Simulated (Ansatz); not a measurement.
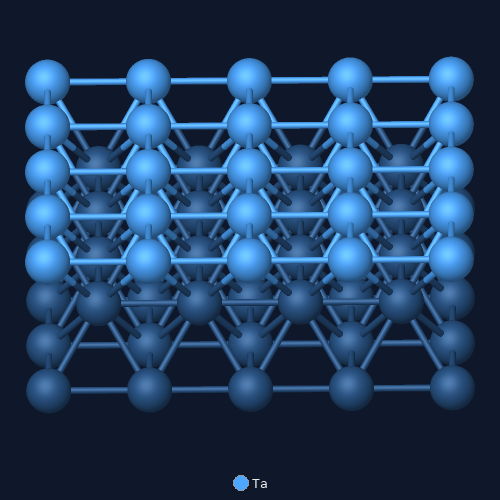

The system is Si on a Ta(100) slab cut from the Fm-3m phase, its upper half relaxed before the scan (12 atoms of substrate and one adsorbate in a 2 × 2 cell); the picture shows it without the atoms that are moved over the map. Si is moved over the surface cell at a fixed height above a rigid substrate; the origin of the map has the adsorbate above Ta9; the height is held at 2.50 Å. Places are given modulo a cell vector. The map is drawn in real space over the plane of the surface. Grid: 6 × 6 points; 10 points were computed and 26 follow by symmetry. Places are given in fractions of the 1 × 1 surface cell. All energies are given in meV relative to the lowest grid point. The runs have no spin polarisation, so an open-shell adsorbate far from the surface lies too high. At a fixed height the lowest place need not be the adsorption site. Computed with DFT PBE+D3(BJ), scalar-relativistic, plane waves, PAW (Ansatz). Settings: cutoff 420 eV, k-mesh 5×5×1, gaussian smearing 0.1 eV, no spin polarisation.

Range: position of Si13 along the first surface vector from 0.000 to 0.833; position of Si13 along the second surface vector from 0.000 to 0.833.

Question: Predict the map.

Answer: The lowest grid point is at (2/6, 2/6) of the cell vectors [nearest 1 Ta at 2.86 Å]; the map holds 4 wells of about this depth. The bottom of the well lies between grid points, at about (0.36, 0.36) of the cell vectors, about 2.3 meV lower on the interpolated surface. It is the only kind of minimum in the scanned range. The highest grid point, the top site over a surface Ta atom, (0/6, 0/6) of the cell vectors, lies 148 meV above the lowest. On the interpolated surface the easiest way out of the lowest well to a well of about the same depth near (4/6, 2/6) of the cell vectors [nearest 1 Ta at 2.86 Å] passes a barrier of about 3.7 meV, counted from the interpolated bottom of the well. At the lowest point the adsorbate has 1 Ta at 2.86 Å as nearest neighbours, at the highest 1 Ta at 2.50 Å.

```tsv
second ↓, first →	0/6	1/6	2/6	3/6	4/6	5/6
5/6	104	72	24	18	24	72
4/6	39	24	0	3	0	24
3/6	23	18	3	5	3	18
2/6	39	24	0	3	0	24
1/6	104	72	24	18	24	72
0/6	148	104	39	23	39	104
```

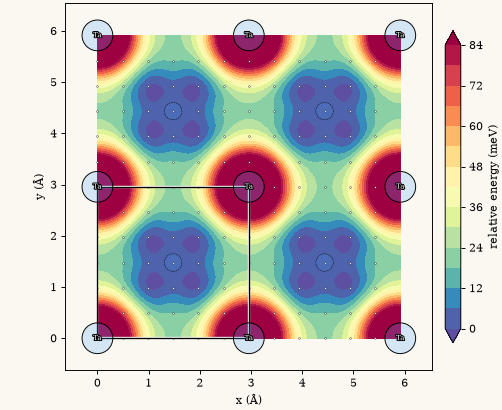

Drawn: filled contours, dots at the grid points, labelled circles for the atoms of the top layer and small ones for the second layer, the outline of one cell of the 2 × 2 shown, one colour for all values above the top of the scale. Between grid points the surface is interpolated.

Each point was launched as `ansatz run input.yaml --threads 2 --pin off --max-ram 6144MiB --backend cpu --events-out ev --progress --plain --runs-dir out`. The whole map (10 points run) took 6.8 min on 2 threads of Arm Neoverse V1 (shared host).

PAW datasets: the set soft_1.
